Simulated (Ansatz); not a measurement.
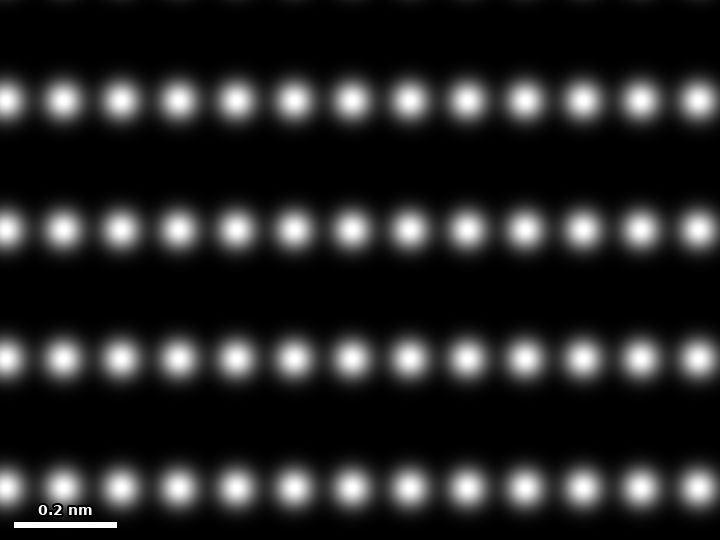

Dark-field STEM-like image of Ru. Simulation: incoherent imaging, intensity Z^1.7 per atom, probe width 0.60 Å, thin sample.

What two-dimensional lattice does the image show, and how large is its cell?

The pattern repeats on a rectangular net of 1.1 × 2.5 Å.

What is the plane group of the image?

p2mm: mirror lines in two perpendicular directions, with twofold points where they cross.

How many columns does the smallest repeating cell hold, and how many levels of brightness?

1 column in the primitive cell of 2.8 Å², all of one brightness.

The crystal is Ru (Pm-3m, No. 221) seen along [210]. Structure: the geometry given to an electronic-structure calculation, possibly off equilibrium; the starting structure was generated, so it need not be a known form of this composition.
